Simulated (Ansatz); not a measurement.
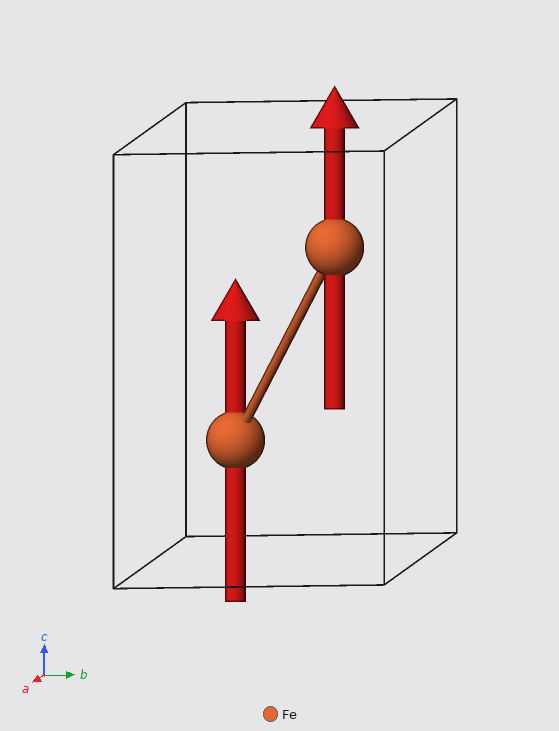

A ball-and-stick rendering, viewed slightly off an axis. Lines trace the edges of the cell (the run's own, in a reduced setting). Arrows are the site magnetic moments above 0.25 μB; longer means larger, and red and blue are up and down (without spin-orbit coupling the axis itself is arbitrary).

This is the state reached for Fe. Calculation details: DFT PBE, scalar-relativistic, plane waves, PAW (Ansatz); a kinetic-energy cutoff of 420 eV, k-points about 0.16 Å⁻¹ apart, Gaussian smearing of 0.1 eV, collinear spins.

Name the magnetic order and give the moments.

Answer. Ferromagnetic (within this cell). Site moments: 2 Fe +2.2 μB. The net spin moment of the whole cell is 4.3 μB.

Origin of the cell: a structure listed in the Materials Project, with elements exchanged, so it need not be a known form of the compound. The geometry was optimised with Ansatz 0.2.0, DFT PBE, scalar-relativistic, plane waves, PAW.
